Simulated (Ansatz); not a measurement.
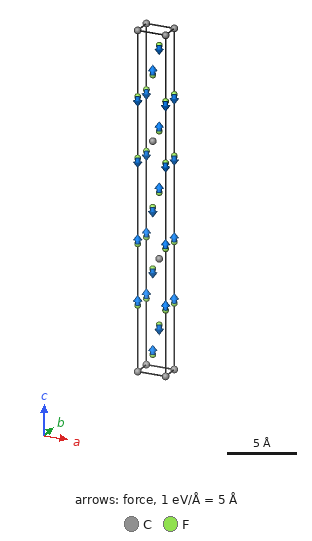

Starting geometry of solid CF4 (built on the BaSr4-166 type type) with the computed forces as blue arrows. A ball-and-stick model of the conventional cell (3 times the calculation's cell), seen slightly off an axis. Lengths and directions refer to the drawn axes.

All numbers below come from Ansatz, DFT, r2SCAN+rVV10, plane waves, PAW. Set-up: plane-wave cutoff 500 eV; k-point mesh 10 × 10 × 10; occupations fermi dirac; smearing width 0.03 eV; no spin polarisation; cell and atoms relaxed; force threshold 0.01 eV/Å; at most 120 steps.

Q: What follows when this structure is relaxed?

A: It isn't relaxed: the largest force vector, on F atoms, is 0.15 eV/Å. The atoms end up moving mostly along the starting forces (cosine between the two patterns 1.00). The largest moves relative to the cell, 0.090 Å, are those of F atoms. C stays in place. Cell: a = b 2.805 → 2.792 Å (−0.4 %), c 25.459 → 23.406 Å (−8.1 %). Volume −8.9 %. The space group stays R-3m (No. 166). The energy falls by 9.1 meV per atom in 7 accepted moves (9 points after the start). Largest force component: 0.15 eV/Å at the start, under 0.0001 eV/Å at the end. The pressure goes from −0.37 to 0.00 GPa. The SCF was repeated twice at an unchanged geometry on a basis and grid sized afresh for the cell, which shifted the energy by 1.4 meV per atom at most.
